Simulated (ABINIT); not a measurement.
**Optical-spectrum calculation of ZnO (part 2 of 2)**

ZnO (4 atoms in the cell); Kohn-Sham DFT of a periodic cell, PBEsol, PseudoDojo NC SR PBEsol v0.4.1 standard, no spin polarisation (ABINIT 10.8.3); cutoff 1034.03 eV, 10×10×6 k-mesh, fixed occupations. The structure derives from an entry of the Crystallography Open Database.

Geometry of the input (Å; fractional positions):
```
3.2493  0.0000  0.0000
-1.6247  2.8140  0.0000
0.0000  0.0000  5.2057
Zn 0.6667  0.3333  0.0000
Zn 0.3333  0.6667  0.5000
O  0.3333  0.6667  0.8790
O  0.6667  0.3333  0.3790
```

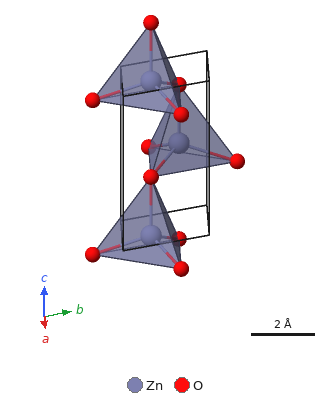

**Figure 1.** The input geometry (polyhedral view of the cell of the calculation, seen at an oblique angle; polyhedra are completed across the faces of the cell).

Output, continued:
```
--- !ResultsGS
iteration_state: {dtset: 1, }
comment   : Summary of ground state results
lattice_vectors:
- [  6.1403022,   0.0000000,   0.0000000, ]
- [ -3.0701511,   5.3176577,   0.0000000, ]
- [  0.0000000,   0.0000000,   9.8373643, ]
lattice_lengths: [   6.14030,    6.14030,    9.83736, ]
lattice_angles: [ 90.000,  90.000, 120.000, ] # degrees, (23, 13, 12)
lattice_volume:   3.2120987E+02
convergence: {deltae:  1.023E-12, res2:  3.495E-13, residm:  1.988E-10, diffor: null, }
etotal    :  -4.50856647E+02
entropy   :   0.00000000E+00
fermie    :   1.45652937E-01
cartesian_stress_tensor: # hartree/bohr^3
- [  1.18954733E-04,   0.00000000E+00,   0.00000000E+00, ]
- [  0.00000000E+00,   1.18954733E-04,   0.00000000E+00, ]
- [  0.00000000E+00,   0.00000000E+00,   6.40892943E-05, ]
pressure_GPa:  -2.9617E+00
xred      :
- [  6.6667E-01,   3.3333E-01,   0.0000E+00, Zn]
- [  3.3333E-01,   6.6667E-01,   5.0000E-01, Zn]
- [  3.3333E-01,   6.6667E-01,   8.7901E-01,  O]
- [  6.6667E-01,   3.3333E-01,   3.7901E-01,  O]
cartesian_forces: # hartree/bohr
- [ -5.56920378E-27,   1.61781784E-26,  -1.19691691E-03, ]
- [  5.65690778E-27,  -1.62288143E-26,  -1.19691691E-03, ]
- [  4.38519983E-29,  -8.35492780E-28,   1.19691691E-03, ]
- [ -1.31555995E-28,   8.86128706E-28,   1.19691691E-03, ]
force_length_stats: {min:   1.19691691E-03, max:   1.19691691E-03, mean:   1.19691691E-03, }
...

 Integrated electronic density in atomic spheres:
 ------------------------------------------------
 Atom  Sphere_radius  Integrated_density
    1        2.00000         18.17102932
    2        2.00000         18.17102932
    3        2.00000          6.22878441
    4        2.00000          6.22878441
================================================================================

 ----iterations are completed or convergence reached----

 Mean square residual over all n,k,spin=   20.093E-14; max=  19.877E-11
 reduced coordinates (array xred) for    4 atoms
       0.666666666667      0.333333333333      0.000000000000
       0.333333333333      0.666666666667      0.500000000000
       0.333333333333      0.666666666667      0.879010000000
       0.666666666667      0.333333333333      0.379010000000
 rms dE/dt=  6.7981E-03; max dE/dt=  1.1702E-02; dE/dt below (all hartree)
    1       0.000000000000     -0.000000000000      0.011701912193
    2      -0.000000000000      0.000000000000      0.011701912193
    3       0.000000000000      0.000000000000     -0.011847103183
    4       0.000000000000     -0.000000000000     -0.011847103183

 cartesian coordinates (angstrom) at end:
    1      1.62465399890959     0.93799442360032     0.00000000000000
    2      0.00000000000000     1.87598884720064     2.60285449823433
    3      0.00000000000000     1.87598884720064     4.57587026498591
    4      1.62465399890959     0.93799442360032     1.97301576675159

 cartesian forces (hartree/bohr) at end:
    1     -0.00000000000000     0.00000000000000    -0.00119691691145
    2      0.00000000000000    -0.00000000000000    -0.00119691691145
    3      0.00000000000000    -0.00000000000000     0.00119691691145
    4     -0.00000000000000     0.00000000000000     0.00119691691145
 frms,max,avg= 6.9104030E-04 1.1969169E-03   0.000E+00  0.000E+00  7.380E-06 h/b

 cartesian forces (eV/Angstrom) at end:
    1     -0.00000000000000     0.00000000000000    -0.06154794222595
    2      0.00000000000000    -0.00000000000000    -0.06154794222595
    3      0.00000000000000    -0.00000000000000     0.06154794222595
    4     -0.00000000000000     0.00000000000000     0.06154794222595
 frms,max,avg= 3.5534721E-02 6.1547942E-02   0.000E+00  0.000E+00  3.795E-04 e/A
 length scales=  1.000000000000  1.000000000000  1.000000000000 bohr
              =  0.529177210544  0.529177210544  0.529177210544 angstroms
 Fermi (or HOMO) energy (hartree) =   0.14565   Average Vxc (hartree)=  -0.42309
 Eigenvalues (hartree) for nkpt=  42  k points:
 kpt#   1, nband= 26, wtk=  0.00333, kpt=  0.0000  0.0000  0.0833 (reduced coord)
  -4.37845   -4.37845   -2.70060   -2.70048   -2.70048   -2.70048   -2.70046   -2.70046
  -0.51275   -0.48602   -0.06403   -0.06403   -0.06314   -0.06251   -0.05713   -0.05713
  -0.02143   -0.02143   -0.01376   -0.01376   -0.00032    0.11687    0.11687    0.13623
   0.14565    0.14565
 prteigrs : prtvol=0 or 1, do not print more k-points.

--- !EnergyTerms
iteration_state     : {dtset: 1, }
comment             : Components of total free energy in Hartree
kinetic             :  2.07246478019465E+02
hartree             :  1.62873496870223E+02
xc                  : -5.28176944447836E+01
Ewald energy        : -2.53713067356336E+02
psp_core            :  1.06206694281281E+01
local_psp           : -4.23562293638832E+02
non_local_psp       : -1.01504235527353E+02
total_energy        : -4.50856646649488E+02
total_energy_eV     : -1.22684343535470E+04
band_energy         : -5.18080170344006E+01
...

 Cartesian components of stress tensor (hartree/bohr^3)
  sigma(1 1)=  1.18954733E-04  sigma(3 2)=  0.00000000E+00
  sigma(2 2)=  1.18954733E-04  sigma(3 1)=  0.00000000E+00
  sigma(3 3)=  6.40892943E-05  sigma(2 1)=  0.00000000E+00

-Cartesian components of stress tensor (GPa)         [Pressure= -2.9617E+00 GPa]
- sigma(1 1)=  3.49976906E+00  sigma(3 2)=  0.00000000E+00
- sigma(2 2)=  3.49976909E+00  sigma(3 1)=  0.00000000E+00
- sigma(3 3)=  1.88557214E+00  sigma(2 1)=  0.00000000E+00

================================================================================
== DATASET  2 ==================================================================

--- !DatasetInfo
iteration_state: {dtset: 2, }
dimensions: {natom: 4, nkpt: 42, mband: 36, nsppol: 1, nspinor: 1, nspden: 1, mpw: 3627, }
cutoff_energies: {ecut:  38.0, pawecutdg:  -1.0, }
electrons: {nelect:   5.20000000E+01, charge:   0.00000000E+00, occopt:   1.00000000E+00, tsmear:   1.00000000E-02, }
meta: {optdriver: 0, ionmov: 0, optcell: 0, iscf: -2, paral_kgb: 0, }
...

 mkfilename : getden/=0, take file _DEN from output of DATASET   1.

 Real(R)+Recip(G) space primitive vectors, cartesian coordinates (Bohr,Bohr^-1):
 R(1)=  6.1403022  0.0000000  0.0000000  G(1)=  0.1628584  0.0940264  0.0000000
 R(2)= -3.0701511  5.3176577  0.0000000  G(2)=  0.0000000  0.1880527  0.0000000
 R(3)=  0.0000000  0.0000000  9.8373643  G(3)=  0.0000000  0.0000000  0.1016532
 Unit cell volume ucvol=  3.2120987E+02 bohr^3
 Angles (23,13,12)=  9.00000000E+01  9.00000000E+01  1.20000000E+02 degrees

 getcut: wavevector=  0.0000  0.0000  0.0000  ngfft=  36  36  60
         ecut(hartree)=     38.000   => boxcut(ratio)=   2.11279
--------------------------------------------------------------------------------

================================================================================
 Non-SCF case, kpt    1 (  0.00000  0.00000  0.08333), residuals and eigenvalues=
  5.79E-13  3.83E-13  8.16E-13  9.64E-13  2.80E-13  7.17E-14  6.89E-13  4.45E-13
  2.87E-13  2.25E-13  3.52E-13  8.77E-13  4.74E-13  9.46E-13  4.07E-13  5.92E-13
  3.06E-13  6.71E-13  7.20E-13  5.72E-13  2.97E-13  9.29E-13  5.74E-13  9.93E-13
  3.19E-13  2.03E-13  6.64E-13  2.21E-13  6.24E-13  4.31E-13  2.50E-13  7.77E-13
  6.49E-12  8.76E-11  7.53E-08  1.38E-06
 -4.3785E+00 -4.3784E+00 -2.7006E+00 -2.7005E+00 -2.7005E+00 -2.7005E+00
 -2.7005E+00 -2.7005E+00 -5.1275E-01 -4.8602E-01 -6.4030E-02 -6.4030E-02
 -6.3140E-02 -6.2506E-02 -5.7127E-02 -5.7127E-02 -2.1434E-02 -2.1434E-02
 -1.3764E-02 -1.3764E-02 -3.2358E-04  1.1687E-01  1.1687E-01  1.3623E-01
  1.4565E-01  1.4565E-01  1.8234E-01  3.3435E-01  4.4858E-01  6.1660E-01
  6.1660E-01  6.5221E-01  6.6152E-01  6.6152E-01  7.5148E-01  8.1189E-01
 prteigrs : prtvol=0 or 1, do not print more k-points.

--- !ResultsGS
iteration_state: {dtset: 2, }
comment   : Summary of ground state results
lattice_vectors:
- [  6.1403022,   0.0000000,   0.0000000, ]
- [ -3.0701511,   5.3176577,   0.0000000, ]
- [  0.0000000,   0.0000000,   9.8373643, ]
lattice_lengths: [   6.14030,    6.14030,    9.83736, ]
lattice_angles: [ 90.000,  90.000, 120.000, ] # degrees, (23, 13, 12)
lattice_volume:   3.2120987E+02
convergence: {deltae:  0.000E+00, res2:  0.000E+00, residm:  9.997E-13, diffor:  0.000E+00, }
etotal    :  -4.50856647E+02
entropy   :   0.00000000E+00
fermie    :   1.45652937E-01
cartesian_stress_tensor: null
pressure_GPa: null
xred      :
- [  6.6667E-01,   3.3333E-01,   0.0000E+00, Zn]
- [  3.3333E-01,   6.6667E-01,   5.0000E-01, Zn]
- [  3.3333E-01,   6.6667E-01,   8.7901E-01,  O]
- [  6.6667E-01,   3.3333E-01,   3.7901E-01,  O]
cartesian_forces: null
force_length_stats: {min: null, max: null, mean: null, }
...

 Integrated electronic density in atomic spheres:
 ------------------------------------------------
 Atom  Sphere_radius  Integrated_density
    1        2.00000         18.17102932
    2        2.00000         18.17102932
    3        2.00000          6.22878441
    4        2.00000          6.22878441
================================================================================

 ----iterations are completed or convergence reached----

 Mean square residual over all n,k,spin=   47.015E-14; max=  99.971E-14
 reduced coordinates (array xred) for    4 atoms
       0.666666666667      0.333333333333      0.000000000000
       0.333333333333      0.666666666667      0.500000000000
       0.333333333333      0.666666666667      0.879010000000
       0.666666666667      0.333333333333      0.379010000000

 cartesian coordinates (angstrom) at end:
    1      1.62465399890959     0.93799442360032     0.00000000000000
    2      0.00000000000000     1.87598884720064     2.60285449823433
    3      0.00000000000000     1.87598884720064     4.57587026498591
    4      1.62465399890959     0.93799442360032     1.97301576675159
 length scales=  1.000000000000  1.000000000000  1.000000000000 bohr
              =  0.529177210544  0.529177210544  0.529177210544 angstroms
 Eigenvalues (hartree) for nkpt=  42  k points:
 kpt#   1, nband= 36, wtk=  0.00333, kpt=  0.0000  0.0000  0.0833 (reduced coord)
  -4.37845   -4.37845   -2.70060   -2.70048   -2.70048   -2.70048   -2.70046   -2.70046
  -0.51275   -0.48602   -0.06403   -0.06403   -0.06314   -0.06251   -0.05713   -0.05713
  -0.02143   -0.02143   -0.01376   -0.01376   -0.00032    0.11687    0.11687    0.13623
   0.14565    0.14565    0.18234    0.33435    0.44858    0.61660    0.61660    0.65221
   0.66152    0.66152    0.75148    0.81189
 prteigrs : prtvol=0 or 1, do not print more k-points.

================================================================================
== DATASET  3 ==================================================================

--- !DatasetInfo
iteration_state: {dtset: 3, }
dimensions: {natom: 4, nkpt: 42, mband: 32, nsppol: 1, nspinor: 1, nspden: 1, mpw: 3627, }
cutoff_energies: {ecut:  38.0, pawecutdg:  -1.0, }
electrons: {nelect:   5.20000000E+01, charge:   0.00000000E+00, occopt:   1.00000000E+00, tsmear:   1.00000000E-02, }
meta: {optdriver: 8, wfk_task: 7, }
...

 mkfilename : getwfk/=0, take file _WFK from output of DATASET   2.

--------------------------------------------------------------------------------

 Computation of velocity matrix elements (DDK)

 Parameters extracted from the Abinit header:
    ecut:     38.0
    nkpt:    600
    mband:   36
    nsppol:  1
    nspinor: 1
    useylm:  0
    inclvkb: 2
    bmin: 1, bmax: 36
    Computing diagonal and off-diagonal matrix elements
    Between band index bmin: 1, bmax: 36

== END DATASET(S) ==============================================================
================================================================================

 -outvars: echo values of variables after computation  --------
            acell      1.0000000000E+00  1.0000000000E+00  1.0000000000E+00 Bohr
           etotal1    -4.5085664665E+02
           etotal3     0.0000000000E+00
            fcart1    -5.5692037849E-27  1.6178178374E-26 -1.1969169115E-03
                       5.6569077815E-27 -1.6228814300E-26 -1.1969169115E-03
                       4.3851998306E-29 -8.3549277989E-28  1.1969169115E-03
                      -1.3155599492E-28  8.8612870594E-28  1.1969169115E-03
            fcart3     0.0000000000E+00  0.0000000000E+00  0.0000000000E+00
                       0.0000000000E+00  0.0000000000E+00  0.0000000000E+00
                       0.0000000000E+00  0.0000000000E+00  0.0000000000E+00
                       0.0000000000E+00  0.0000000000E+00  0.0000000000E+00
            rprim      6.1403022146E+00  0.0000000000E+00  0.0000000000E+00
                      -3.0701511073E+00  5.3176577047E+00  0.0000000000E+00
                       0.0000000000E+00  0.0000000000E+00  9.8373642945E+00
           strten1     1.1895473269E-04  1.1895473341E-04  6.4089294252E-05
                       0.0000000000E+00  0.0000000000E+00  0.0000000000E+00
           strten3     0.0000000000E+00  0.0000000000E+00  0.0000000000E+00
                       0.0000000000E+00  0.0000000000E+00  0.0000000000E+00
           xangst      1.6246539989E+00  9.3799442360E-01  0.0000000000E+00
                       2.7691647798E-16  1.8759888472E+00  2.6028544982E+00
                       2.7691647798E-16  1.8759888472E+00  4.5758702650E+00
                       1.6246539989E+00  9.3799442360E-01  1.9730157668E+00
             xred      6.6666666667E-01  3.3333333333E-01  0.0000000000E+00
                       3.3333333333E-01  6.6666666667E-01  5.0000000000E-01
                       3.3333333333E-01  6.6666666667E-01  8.7901000000E-01
                       6.6666666667E-01  3.3333333333E-01  3.7901000000E-01
 Calculation completed.
```

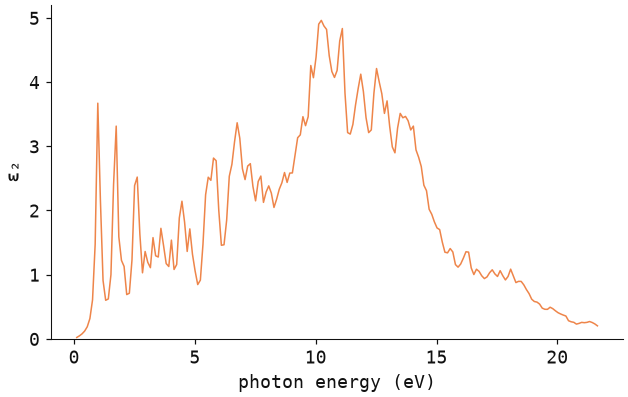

**Figure 2.** Imaginary part of the dielectric function (first component that the program prints). The highest peak, 5.0, lies at 10.23 eV.
